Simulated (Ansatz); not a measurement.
# Run report: SnSe, geometry relaxation (part 1 of 2)

- system: SnSe (8 atoms in the cell)
- method: DFT PBE+D3(BJ), scalar-relativistic, plane waves, PAW, no spin polarisation (Ansatz 0.2.0)

The structure derives from an entry of the Crystallography Open Database.

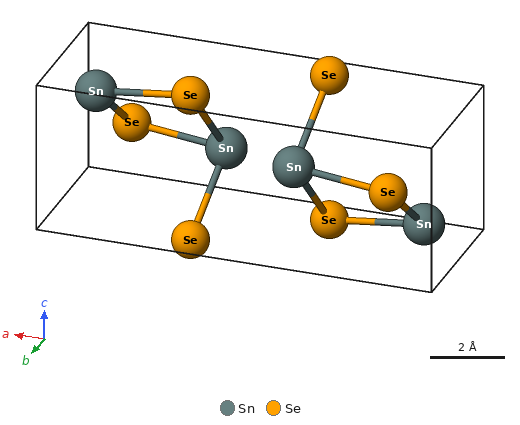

**Figure 1.** The starting structure (ball-and-stick view of the cell of the calculation, seen at an oblique angle).

## The input
```yaml
crystal:
  lattice:
    - [11.4880968007, 0.0, 0.0]
    - [0.0, 4.1704104779, 0.0]
    - [0.0, 0.0, 4.3856627966]
  atoms:
    - { symbol: Sn, position: [0.1179775689, 0.25, 0.09506648] }
    - { symbol: Sn, position: [0.3820224311, 0.75, 0.59506648] }
    - { symbol: Sn, position: [0.6179775689, 0.25, 0.40493352] }
    - { symbol: Sn, position: [0.8820224311, 0.75, 0.90493352] }
    - { symbol: Se, position: [0.3571072054, 0.25, 0.0222476397] }
    - { symbol: Se, position: [0.1428927946, 0.75, 0.5222476397] }
    - { symbol: Se, position: [0.8571072054, 0.25, 0.4777523603] }
    - { symbol: Se, position: [0.6428927946, 0.75, 0.9777523603] }
basis:
  ecutwfc: 420
kpoints:
  mp_grid: { grid: [4, 8, 8] }
hamiltonian:
  xc: pbe
  dispersion: d3bj
scf:
  occupations: { method: gaussian, width: 0.02 }
output:
  forces: true
  stress: true
  eigenvalues: true
  write_density: true
  write_potential: true
  elf: true
  volumetric_format: npy
relax:
  adjacent_minimum: "off"
  f_tol: 0.005
  max_steps: 80
  cell: { stress_tol: 0.05 }
```

Hardware: 2 threads of Intel Xeon @ 2.50GHz (Skylake/Cascade Lake), 192 GiB of memory available, shared host.

Launched with:
```bash
ansatz run input.yaml --threads 2 --pin off --max-ram 5120MiB --backend cpu --events-out ev --progress --plain --runs-dir out
```

## Output
```
Engine: ansatz 0.2.0, x86_64-unknown-linux-gnu
Pseudopotentials: kind: paw
Pseudopotential: Sn, paw, valence charge 14, recommended cutoff 420 eV (normal), Sn.paw.azcp
Pseudopotential: Se, paw, valence charge 16, recommended cutoff 420 eV (normal), Se.paw.azcp
Functional definition: PBE
  parameter kappa = 0.804
  parameter beta = 0.06672455060314922
  exchange = pbe_x(kappa = kappa, mu = beta*pi^2/3)
  correlation = pbe_c(beta = beta)
Crystal: 8 atoms, lattice volume = 210.117 Å³
Basis set: ecut = 420 eV, 4081 PW (Γ), exchange–correlation on 160×60×60 points (8 copies of the dense FFT grid, shifted against one another)
Bands: 72, of which v1, the nominal top of the filled ones, is band 60 counted from 1 (59 counted from 0)
Symmetry: 8 space group operations
Space group: Pnma (ITA 62), of the structure as read, at distance tolerance 5.9e-5 Å
k-points: 75 of 256
Non-local potential: Sn, projectors of the file, l = 0: 2, l = 1: 2, l = 2: 2, l = 3: 2
Non-local potential: Se, projectors of the file, l = 0: 2, l = 1: 2, l = 2: 3, l = 3: 1
PAW form: soft (Blöchl's): semilocal exchange-correlation on the pseudo side does not see the compensation charge
PAW one-centre angular grid: Sn, 590 points (default); XC on 64 Gauss nodes
PAW one-centre angular grid: Se, 590 points (default); XC on 64 Gauss nodes
Initial density: superposition of atomic densities (neutral atoms: chi_scale 0, normalization atom), corrected by the library's trained network
Initial wavefunctions: pseudopotential atomic-orbital guess
Functional: x = pbe(κ = 0.804, μ = 0.2195149727645171), c = pbe(β = 0.06672455060314922)
SCF iter   1: F=—  HF=-45979.519601 eV  |F-HF|=—  |Δ(HF+E_count)|=         —  Δρ=1.40e-3  dr2=4.09e-3  ethr=1.77e-3  ⟨swp⟩=6.4  Hψ=20248  notcnv=0  defer=15
preconditioner: auto → Resta (q_TF=auto, 2.485 Å⁻¹)  ε∞=2.9  [insulator: Δε(μ)=0.573 eV  Ē_g=16.774 eV  σ=0.020 eV  W_gap=1.00  n_scr=56 (ndim 8)  ℏωp=22.9 eV  f_vac=0.001  D(μ)=0.00/eV (n_scr^D=0)  ε∞_Penn≈2.9]
SCF iter   2: F=—  HF=-45979.516775 eV  |F-HF|=—  |Δ(HF+E_count)|=   2.83e-3  Δρ=7.04e-4  dr2=9.15e-4  ethr=3.41e-6  ⟨swp⟩=2.1  Hψ=11154  notcnv=0  defer=426
SCF iter   3: F=—  HF=-45979.517097 eV  |F-HF|=—  |Δ(HF+E_count)|=   3.22e-4  Δρ=2.64e-4  dr2=8.99e-5  ethr=7.62e-7  ⟨swp⟩=2.0  Hψ=7993  notcnv=0  defer=426
SCF iter   4: F=—  HF=-45979.517193 eV  |F-HF|=—  |Δ(HF+E_count)|=   9.60e-5  Δρ=1.02e-4  dr2=1.48e-5  ethr=7.49e-8  ⟨swp⟩=2.0  Hψ=9450  notcnv=0  defer=426
SCF iter   5: F=—  HF=-45979.517201 eV  |F-HF|=—  |Δ(HF+E_count)|=   7.44e-6  Δρ=1.94e-5  dr2=7.45e-7  ethr=1.24e-8  ⟨swp⟩=2.0  Hψ=7950  notcnv=0  defer=426
SCF iter   6: F=-45979.517201 eV  HF=-45979.517201 eV  |F-HF|=5.10e-8  |Δ(HF+E_count)|=   2.37e-7  Δρ=7.60e-6  dr2=8.57e-8  ethr=8.33e-11  ⟨swp⟩=14.0  Hψ=53007  notcnv=0
SCF 1 converged in 6 iterations: F = -45979.517201 eV  dr2 = 8.57e-8
  greatest PAW one-centre occupation: 1.000 electrons in one spin orbital (limit 2), on the Se atom at site 6 (counted from 0), in its partial waves of l = 2
relax step   1: F+E_penalty+E_count = -45979.51720059 eV  Δ(F+E_penalty+E_count) = +0.000e0 eV  max|allowed force component| = 7.060e-3 eV/Å  Δτ_max = 0.0000 Å  P = -0.002 GPa  Ω = 210.117 Å³  (6 SCF iters, dr2 threshold 1.00e-7 eV, accepted)
Crystal: 8 atoms, lattice volume = 209.885 Å³
Basis set: ecut = 420 eV, 4077 PW (Γ), exchange–correlation on 160×60×60 points (8 copies of the dense FFT grid, shifted against one another)
Initial density: handed on by an earlier stage of this run
Initial wavefunctions: those handed on with the density
iter 1 solved again at ethr=1.49e-7 eV; its pass at ethr=3.10e-3 eV (dr2=1.79e-4 eV) is discarded
SCF iter   1: F=—  HF=-45979.517252 eV  |F-HF|=—  |Δ(HF+E_count)|=         —  Δρ=2.71e-4  dr2=1.88e-4  ethr=1.49e-7  ⟨swp⟩=2.8  Hψ=21788  notcnv=0
preconditioner: auto → Resta (q_TF=auto, 2.486 Å⁻¹)  ε∞=2.9  [insulator: Δε(μ)=0.566 eV  Ē_g=16.784 eV  σ=0.020 eV  W_gap=1.00  n_scr=56 (ndim 8)  ℏωp=22.9 eV  f_vac=0.001  D(μ)=0.00/eV (n_scr^D=0)  ε∞_Penn≈2.9]
SCF iter   2: F=—  HF=-45979.517208 eV  |F-HF|=—  |Δ(HF+E_count)|=   4.42e-5  Δρ=1.11e-4  dr2=1.81e-5  ethr=1.49e-7  ⟨swp⟩=2.5  Hψ=7920  notcnv=0
SCF iter   3: F=—  HF=-45979.517270 eV  |F-HF|=—  |Δ(HF+E_count)|=   6.22e-5  Δρ=3.59e-5  dr2=2.15e-6  ethr=1.51e-8  ⟨swp⟩=3.0  Hψ=9880  notcnv=0
SCF iter   4: F=—  HF=-45979.517272 eV  |F-HF|=—  |Δ(HF+E_count)|=   1.61e-6  Δρ=6.05e-6  dr2=7.04e-8  ethr=1.79e-9  ⟨swp⟩=3.0  Hψ=9856  notcnv=0
iter 5 did not close the SCF: its close was put off for the readings that it lacked (scf_convergence_deferred on its scf_iter line)
SCF iter   5: F=-45979.517272 eV  HF=-45979.517272 eV  |F-HF|=6.26e-10  |Δ(HF+E_count)|=   1.07e-8  Δρ=1.22e-6  dr2=2.65e-9  ethr=5.87e-11  ⟨swp⟩=2.0  Hψ=8416  notcnv=0
SCF iter   6: F=-45979.517272 eV  HF=-45979.517272 eV  |F-HF|=2.91e-10  |Δ(HF+E_count)|=   1.74e-9  Δρ=4.20e-7  dr2=3.83e-10  ethr=2.21e-12  ⟨swp⟩=5.1  Hψ=30075  notcnv=0
SCF 2 converged in 6 iterations: F = -45979.517272 eV  dr2 = 3.83e-10
relax step   2: F+E_penalty+E_count = -45979.51727199 eV  Δ(F+E_penalty+E_count) = -7.140e-5 eV  max|allowed force component| = 4.858e-3 eV/Å  Δτ_max = 0.0042 Å  P = -0.000 GPa  Ω = 209.885 Å³  energy of the carried Pulay correction = +4.005e-5 eV  (6 SCF iters, dr2 threshold 3.11e-9 eV, accepted)
Initial wavefunctions: pseudopotential atomic-orbital guess (no wavefunctions were taken with the density)
iter 1 solved again at ethr=1.92e-7 eV; its pass at ethr=3.10e-3 eV (dr2=2.30e-4 eV) is discarded
SCF iter   1: F=—  HF=-45979.517162 eV  |F-HF|=—  |Δ(HF+E_count)|=         —  Δρ=1.15e-6  dr2=1.14e-9  ethr=1.92e-7  ⟨swp⟩=3.0  Hψ=34209  notcnv=0
eigensolver tolerance schedule: the retry pair's looser diagonalisation over-reported the residual by 201669.22 of it (diagonalisation noise at an unbounded share of the residual, at the tolerance the schedule requests for it); recorded, not acted on — ethr = c·dr2/N_el stays at c = 1.0e-1
preconditioner: auto → Resta (q_TF=auto, 2.486 Å⁻¹)  ε∞=2.9  [insulator: Δε(μ)=0.566 eV  Ē_g=16.785 eV  σ=0.020 eV  W_gap=1.00  n_scr=56 (ndim 8)  ℏωp=22.9 eV  f_vac=0.001  D(μ)=0.00/eV (n_scr^D=0)  ε∞_Penn≈2.9]
SCF iter   2: F=—  HF=-45979.517235 eV  |F-HF|=—  |Δ(HF+E_count)|=   7.30e-5  Δρ=8.00e-7  dr2=4.77e-10  ethr=1.00e-12  ⟨swp⟩=4.0  Hψ=15548  notcnv=0
SCF iter   3: F=—  HF=-45979.517235 eV  |F-HF|=—  |Δ(HF+E_count)|=    0.00e0  Δρ=4.59e-7  dr2=1.90e-10  ethr=1.00e-12  ⟨swp⟩=2.0  Hψ=6900  notcnv=0
iter 4 did not close the SCF: its close was put off for the readings that it lacked (scf_convergence_deferred on its scf_iter line)
SCF iter   4: F=-45979.517235 eV  HF=-45979.517235 eV  |F-HF|=2.18e-11  |Δ(HF+E_count)|=  1.09e-10  Δρ=5.76e-8  dr2=7.18e-12  ethr=1.00e-12  ⟨swp⟩=1.0  Hψ=5400  notcnv=0
iter 5 did not close the SCF: its close was put off for the readings that it lacked (scf_convergence_deferred on its scf_iter line)
SCF iter   5: F=-45979.517235 eV  HF=-45979.517235 eV  |F-HF|=7.28e-12  |Δ(HF+E_count)|=  1.46e-11  Δρ=1.50e-8  dr2=5.08e-13  ethr=1.00e-12  ⟨swp⟩=1.0  Hψ=5400  notcnv=0
iter 6 did not close the SCF: its close was put off for the readings that it lacked (scf_convergence_deferred on its scf_iter line)
SCF iter   6: F=-45979.517235 eV  HF=-45979.517235 eV  |F-HF|=2.91e-11  |Δ(HF+E_count)|=  1.46e-11  Δρ=7.28e-9  dr2=8.11e-14  ethr=1.00e-12  ⟨swp⟩=1.0  Hψ=5400  notcnv=0
iter 7 did not close the SCF: its close was put off for the readings that it lacked (scf_convergence_deferred on its scf_iter line)
SCF iter   7: F=-45979.517235 eV  HF=-45979.517235 eV  |F-HF|=0.00e0  |Δ(HF+E_count)|=  7.28e-12  Δρ=2.00e-9  dr2=9.73e-15  ethr=1.00e-12  ⟨swp⟩=1.0  Hψ=5400  notcnv=0
SCF iter   8: F=-45979.517235 eV  HF=-45979.517235 eV  |F-HF|=7.28e-12  |Δ(HF+E_count)|=    0.00e0  Δρ=8.28e-10  dr2=1.05e-15  ethr=1.00e-12  ⟨swp⟩=2.9  Hψ=16186  notcnv=0
SCF 3 converged in 8 iterations: F = -45979.517235 eV  dr2 = 1.05e-15
  greatest PAW one-centre occupation: 1.000 electrons in one spin orbital (limit 2), on the Se atom at site 7 (counted from 0), in its partial waves of l = 2
relax step   3: F+E_penalty+E_count = -45979.51723526 eV  Δ(F+E_penalty+E_count) = +3.673e-5 eV  max|allowed force component| = 4.857e-3 eV/Å  Δτ_max = 0.0000 Å  P = -0.000 GPa  Ω = 209.885 Å³  stress off target by 2.42e-2 GPa  SCF on the basis re-selected at this cell (its energy is not comparable with the rows above)  (8 SCF iters)
```

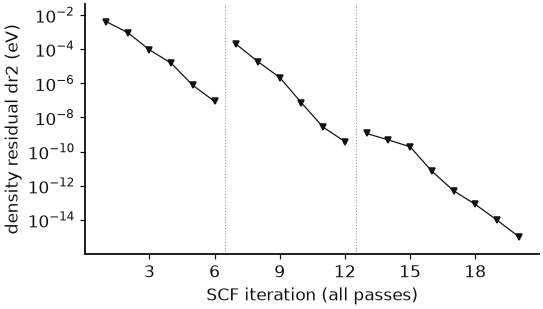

**Figure 2.** Convergence of the self-consistent field: density residual dr2 against the SCF iteration. The dotted lines part the SCF passes of the relaxation: geometry steps, rejected trials and re-solves on a re-selected basis. The passes take 6, 6 and 8 iterations.

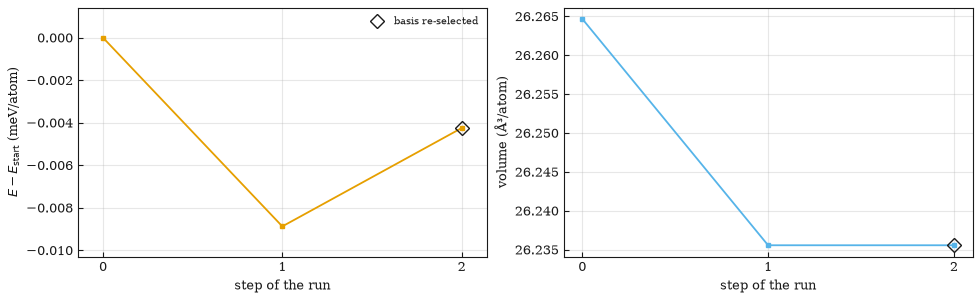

**Figure 3.** Progress of the relaxation, step by step (the first geometry is step 0 here and step 1 in the log). The energy falls by next to nothing (0.0 meV per atom) in 1 geometry step. Largest force component: 0.0071 eV/Å at the start, 0.0049 eV/Å at the end. The pressure goes from 0.00 to 0.00 GPa. The largest moves relative to the cell, 0.004 Å, are those of 8 atoms (Sn1, Sn2, Sn3, Sn4 and others). By element the largest moves are Sn 0.004 Å, Se 0.004 Å. A last SCF at the same geometry on a re-selected plane-wave basis shifts the energy by +0.0 meV per atom. (Atoms are counted from 1 in the order of the input.)

```
basis re-selected at this cell: Δ(F+E_penalty+E_count) = +3.673e-5 eV, ΔP = -0.000 GPa vs the last step (what re-selecting the basis moved, of the pressure what is left beyond the Pulay correction that the steps carried, after the strain that the cell walked since its last selection, with what the two solves' SCF thresholds leave and, on support functions, any second-order correction that the steps lacked; it is no measure of the basis error at this ecutwfc). This SCF's stress stands 2.42e-2 GPa from its target on what of the cell is left free (relax.cell.stress_tol is 5.00e-2 GPa) and its largest allowed force component is 4.86e-3 eV/Å (relax.f_tol is 5.00e-3 eV/Å): within both
SCF converged after 8 iterations
Free energy (F): -45979.517235 eV
Harris-Foulkes:  -45979.517235 eV  (|F-HF|=7.28e-12)
Internal energy: -45979.517235 eV  (E = F + TS)
E sigma→0 (E₀):  -45979.517235 eV
Fermi energy:    9.557019 eV
--- Per-component energies (eV) ---
  E_band       = -1851.461724
  E_kinetic    = 1217.246365
  E_local      = -13074.697245  (includes V_loc(G=0)·N_el)
  E_nonlocal   = -2513.879795
  E_hartree    = 6913.945069
  E_xc         = -1950.671639
  E_vxc        = -780.278287  (∫ρ·V_xc dr)
  E_paw        = -24179.734429  (= ΣΔE_a)
  E_vpaw       = -527.740533  (= ΣTr[D̂ρ^β])
  E_aug_tail   = -0.002367  (compensation charges beyond the density's cutoff)
  E_ewald      = -12388.773337
  E_disp       = -2.949858  (pairwise vdW)
  E_smearing   = -0.000000  (= −TS)
  E_closure    = -0.000000  (closes the sum)
  Σ components = -45979.517235   (vs F -45979.517235, Δ=0.00e0)
--- Forces (eV/Å), atoms counted from 1 ---
  atom   1  Sn     0.00347886     0.00000000     0.00411173
  atom   2  Sn    -0.00347886     0.00000000     0.00411173
  atom   3  Sn     0.00347886    -0.00000000    -0.00411173
  atom   4  Sn    -0.00347886    -0.00000000    -0.00411173
  atom   5  Se     0.00194955    -0.00000000    -0.00485687
  atom   6  Se    -0.00194955    -0.00000000    -0.00485687
  atom   7  Se     0.00194955     0.00000000     0.00485687
  atom   8  Se    -0.00194955     0.00000000     0.00485687
  max |Σ_I F_I| component: 1.73e-18 eV/Å
```
